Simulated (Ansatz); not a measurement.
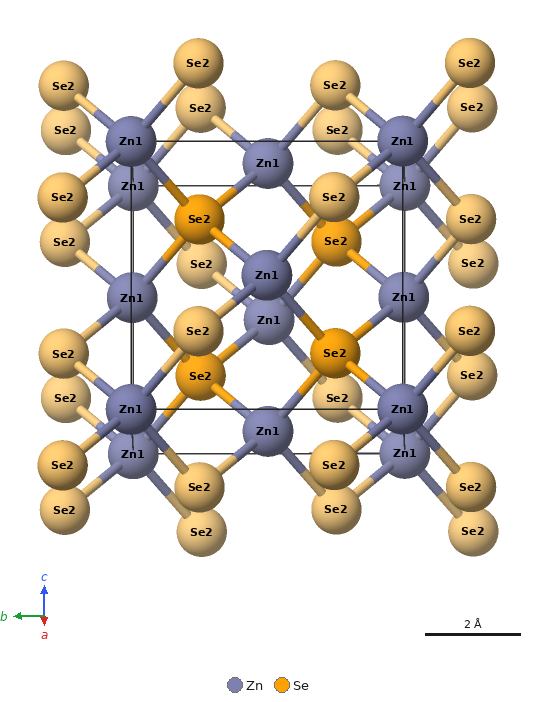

The structure (ball-and-stick view of the cell 4 times as large as that of the calculation, set on its symmetry axes, seen at an oblique angle; neighbours outside the cell are drawn fainter; atoms are numbered from 1 in the order of the input). Near neighbours in the crystal (not all of them lie inside the picture): Zn has 4 Se at 2.49 Å; Se has 4 Zn at 2.49 Å.

## ZnSe: a changed input and its effect

System: ZnSe (2 atoms in the cell).
Method of the first run: DFT PBEsol, scalar-relativistic, plane waves, PAW, no spin polarisation (Ansatz 0.2.0).

The structure derives from an entry of the Crystallography Open Database. Text and figures count atoms from 1; the logs count them from 0 in places.

## Input, the first run
```yaml
crystal:
  lattice:
    - [0.0, 2.872169652, 2.872169652]
    - [2.872169652, 0.0, 2.872169652]
    - [2.872169652, 2.872169652, 0.0]
  atoms:
    - { symbol: Zn, position: [0.0, 0.0, 0.0] }
    - { symbol: Se, position: [0.75, 0.75, 0.75] }
basis:
  ecutwfc: 420
kpoints:
  mp_grid: { grid: [8, 8, 8] }
hamiltonian:
  xc: pbesol
scf:
  occupations: { method: gaussian, width: 0.02 }
output:
  forces: true
  stress: true
  eigenvalues: true
```

Launched with:
```bash
ansatz run input.yaml --threads 1 --pin off --max-ram 1331MiB --backend cpu --events-out ev --progress --plain --runs-dir out
```

Hardware: 1 thread of an Arm (aarch64) CPU, shared host.

## Output, shortened to warnings, some set-up lines, iterations and results (the first run)
```
Basis set: ecut = 420 eV, 941 PW (Γ), exchange–correlation on 60×60×60 points (8 copies of the dense FFT grid, shifted against one another)
Symmetry: 24 space group operations
k-points: 29 of 512 (time reversal used)
Initial density: superposition of atomic densities (neutral atoms: chi_scale 0, normalization atom), corrected by the library's trained network
[...]
SCF iter   1: F=—  HF=-8706.427405 eV  |F-HF|=—  |Δ(HF+E_count)|=         —  Δρ=3.69e-3  dr2=6.96e-3  ethr=1.77e-3  ⟨swp⟩=6.0  Hψ=2647  notcnv=0
SCF iter   2: F=—  HF=-8706.424915 eV  |F-HF|=—  |Δ(HF+E_count)|=   2.49e-3  Δρ=9.00e-4  dr2=2.21e-4  ethr=2.49e-5  ⟨swp⟩=2.0  Hψ=1127  notcnv=0
SCF iter   3: F=—  HF=-8706.424925 eV  |F-HF|=—  |Δ(HF+E_count)|=   9.45e-6  Δρ=6.99e-4  dr2=1.35e-4  ethr=7.90e-7  ⟨swp⟩=2.0  Hψ=814  notcnv=0
SCF iter   4: F=—  HF=-8706.424922 eV  |F-HF|=—  |Δ(HF+E_count)|=   2.29e-6  Δρ=2.13e-4  dr2=1.59e-5  ethr=4.83e-7  ⟨swp⟩=2.0  Hψ=753  notcnv=0
SCF iter   5: F=—  HF=-8706.424928 eV  |F-HF|=—  |Δ(HF+E_count)|=   5.91e-6  Δρ=4.37e-5  dr2=5.34e-7  ethr=5.67e-8  ⟨swp⟩=2.0  Hψ=762  notcnv=0
SCF iter   6: F=-8706.424929 eV  HF=-8706.424929 eV  |F-HF|=1.08e-8  |Δ(HF+E_count)|=   6.12e-7  Δρ=4.60e-6  dr2=8.01e-9  ethr=3.57e-10  ⟨swp⟩=5.1  Hψ=2313  notcnv=0
SCF 1 converged in 6 iterations: F = -8706.424929 eV  dr2 = 8.01e-9
SCF converged after 6 iterations
Free energy (F): -8706.424929 eV
Harris-Foulkes:  -8706.424929 eV  (|F-HF|=1.08e-8)
Internal energy: -8706.424929 eV  (E = F + TS)
E sigma→0 (E₀):  -8706.424929 eV
Fermi energy:    6.613602 eV
--- Per-component energies (eV) ---
  E_band       = -398.151795
  E_kinetic    = 249.022764
  E_local      = -4455.051677  (includes V_loc(G=0)·N_el)
  E_nonlocal   = 23.183042
  E_hartree    = 2056.974648
  E_xc         = -238.277582
  E_vxc        = -149.666193  (∫ρ·V_xc dr)
  E_paw        = -3659.487555  (= ΣΔE_a)
  E_vpaw       = -179.588326  (= ΣTr[D̂ρ^β])
  E_aug_tail   = -0.000923  (compensation charges beyond the density's cutoff)
  E_ewald      = -2684.593450
  E_core_change = 1.805805  (= ΣΔE_core)
  E_smearing   = -0.000000  (= −TS)
  E_closure    = -0.000000  (closes the sum)
  Σ components = -8706.424929   (vs F -8706.424929, Δ=0.00e0)
--- Forces (eV/Å), atoms counted from 1 ---
  atom   1  Zn    -0.00000000     0.00000000    -0.00000000
  atom   2  Se     0.00000000     0.00000000    -0.00000000
  max |Σ_I F_I| component: 1.67e-16 eV/Å
--- Stress (GPa, compression-positive) ---
       -3.335052      -0.000000      -0.000000
       -0.000000      -3.335052       0.000000
       -0.000000       0.000000      -3.335052
  P = ⅓ Tr σ = -3.3351 GPa (-33.351 kbar)
```

For the second run the input was changed thus:
```diff
+  max_iter: 75
+magnetization:
+  spin_polarized: true
+  initial_magnetization: 40
```

How does the second run compare with the first run?

The energy is the same within 0.01 meV per atom. With spin allowed, the absolute moment of the cell comes to 0.00 μB. The SCF takes 16 iterations against 6. The two runs start from different initial densities, which also moves the count.

## Output, shortened to warnings, some set-up lines, iterations and results (the second run)
```
WARN: the starting moments were not kept: the SCF closed with an absolute magnetisation of 8.9e-7 μB, where they sum to 40 μB in size (2 sites). That is at most 0.1 of that sum. Measured as dr2_m measures the in/out step, that magnetisation stands 9.2e-14 eV from none, at or under the dr2_threshold of 1.0e-7 eV: it is no larger than a step whose dr2_m would equal this threshold. The system may …
Basis set: ecut = 420 eV, 941 PW (Γ), exchange–correlation on 60×60×60 points (8 copies of the dense FFT grid, shifted against one another)
Symmetry: 24 space group operations
k-points: 29 of 512 (time reversal used)
Initial density: superposition of atomic densities (chi_scale 0.1, normalization cell, long waves kept (reshape's long-wave potential 0.00 eV rms))
[...]
SCF iter   1: F=—  HF=-8635.944069 eV  |F-HF|=—  |Δ(HF+E_count)|=         —  Δρ=1.14e0 (↑1.14e0 ↓1.14e0)  dr2=1.13e0  dr2_m=5.66e2  M=2.082 μB ∫|m|=2.116 μB  β_m=0.30  …
SCF iter   2: F=—  HF=-8670.761781 eV  |F-HF|=—  |Δ(HF+E_count)|=    3.48e1  Δρ=8.09e-1 (↑8.09e-1 ↓8.08e-1)  dr2=1.05e-1  dr2_m=2.84e2  M=0.677 μB ∫|m|=0.959 μB  β_m=0.30  …
SCF iter   3: F=—  HF=-8688.693188 eV  |F-HF|=—  |Δ(HF+E_count)|=    1.79e1  Δρ=5.74e-1 (↑5.70e-1 ↓5.74e-1)  dr2=1.20e-1  dr2_m=1.42e2  M=0.137 μB ∫|m|=0.667 μB  β_m=0.30  …
SCF iter   4: F=—  HF=-8697.657914 eV  |F-HF|=—  |Δ(HF+E_count)|=    8.96e0  Δρ=4.04e-1 (↑4.03e-1 ↓4.04e-1)  dr2=4.79e-2  dr2_m=7.07e1  M=0.035 μB ∫|m|=0.501 μB  β_m=0.30  …
SCF iter   5: F=—  HF=-8702.090788 eV  |F-HF|=—  |Δ(HF+E_count)|=    4.43e0  Δρ=2.85e-1 (↑2.85e-1 ↓2.83e-1)  dr2=8.40e-3  dr2_m=3.51e1  M=0.004 μB ∫|m|=0.380 μB  β_m=0.30  …
[... 7 lines ...]
SCF iter  13: F=—  HF=-8706.424929 eV  |F-HF|=—  |Δ(HF+E_count)|=   2.43e-5  Δρ=1.15e-5 (↑9.23e-6 ↓1.15e-5)  dr2=3.63e-9  dr2_m=4.54e-8  M=0.000 μB ∫|m|=0.000 μB  β_m=0.74  …
SCF iter  14: F=—  HF=-8706.424929 eV  |F-HF|=—  |Δ(HF+E_count)|=   6.88e-8  Δρ=1.64e-6 (↑1.45e-6 ↓1.64e-6)  dr2=9.76e-11  dr2_m=9.86e-10  M=0.000 μB ∫|m|=0.000 μB  β_m=0.77  …
SCF iter  15: F=—  HF=-8706.424929 eV  |F-HF|=—  |Δ(HF+E_count)|=   2.10e-9  Δρ=4.49e-7 (↑3.34e-7 ↓4.49e-7)  dr2=6.97e-12  dr2_m=6.34e-11  M=0.000 μB ∫|m|=0.000 μB  β_m=0.89  …
SCF iter  16: F=-8706.424929 eV  HF=-8706.424929 eV  |F-HF|=1.82e-12  |Δ(HF+E_count)|=  1.78e-10  Δρ=4.36e-8 (↑4.36e-8 ↓3.99e-8)  dr2=5.82e-14  dr2_m=7.33e-13  M=0.000 μB …
SCF 1 converged in 16 iterations: F = -8706.424929 eV  dr2 = 5.82e-14
WARN: the starting moments were not kept: the SCF closed with an absolute magnetisation of 8.9e-7 μB, where they sum to 40 μB in size (2 sites). That is at most 0.1 of that sum. Measured as dr2_m measures the in/out step, that magnetisation stands 9.2e-14 eV from none, at or under the dr2_threshold …
SCF converged after 16 iterations
Magnetization: 0.0000 μB (14.0000 up, 14.0000 down)
Absolute magnetization: 0.0000 μB (∫|ρ↑−ρ↓|, with the PAW one-centre terms)
Spin contamination: 0.0000 ħ² per cell (⟨S²⟩ above its minimum at these occupations)
Per-site moments (μB) at R_I (Å): [(-1.1268069350048039e-7, 1.0260409015769183), (6.23410201662426e-8, 1.0260409015769183)]
Free energy (F): -8706.424929 eV
Harris-Foulkes:  -8706.424929 eV  (|F-HF|=1.82e-12)
Internal energy: -8706.424929 eV  (E = F + TS)
E sigma→0 (E₀):  -8706.424929 eV
Fermi energy:    6.613540 eV
--- Per-component energies (eV) ---
  E_band       = -398.153082
  E_kinetic    = 249.022946
  E_local      = -4455.051145  (includes V_loc(G=0)·N_el)
  E_nonlocal   = 23.182434
  E_hartree    = 2056.974216
  E_xc         = -238.277659
  E_vxc        = -149.666288  (∫ρ·V_xc dr)
  E_paw        = -3659.487154  (= ΣΔE_a)
  E_vpaw       = -179.588552  (= ΣTr[D̂ρ^β])
[...]
```

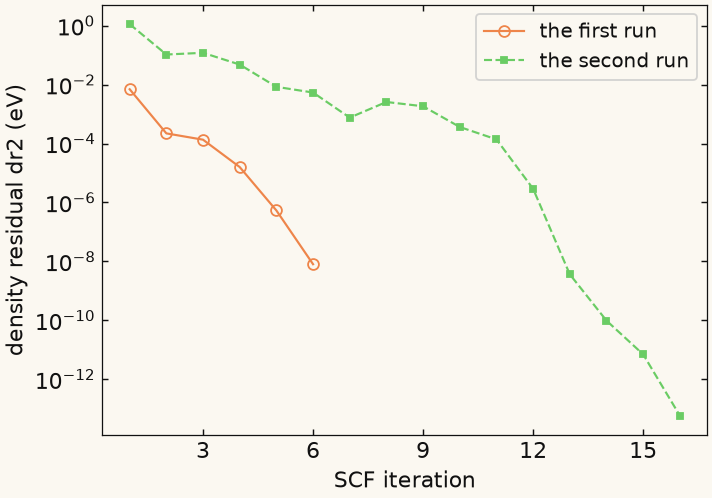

Convergence of the two runs: density residual dr2 against the SCF iteration. The first run takes 6 iterations in all, and the second run takes 16.

## The two runs side by side

| quantity | the first run | the second run |
| --- | --- | --- |
| outcome | converged | converged |
| free energy per atom (eV) | −4353.2125 | −4353.2125 |
| gap on the mesh (eV) | 1.01 | 1.01 |
| pressure (GPa) | −3.34 | −3.33 |
| largest force (eV/Å) | 0.000 | 0.000 |
| SCF iterations | 6 | 16 |
| irreducible k-points | 29 | 29 |
| plane waves at Γ | 941 | 941 |
| net moment of the cell (μB) | – | 0.00 |
| absolute moment of the cell (μB) | – | 0.00 |
| wall time (shared host) | 2.7 s | 19 s |

For the second run: The input was spoiled on purpose: an impossible spin (`magnetization`). It did no harm here: the run converged to the energy of the sound run within 1 meV per atom. Warnings: some starting moments were not kept.
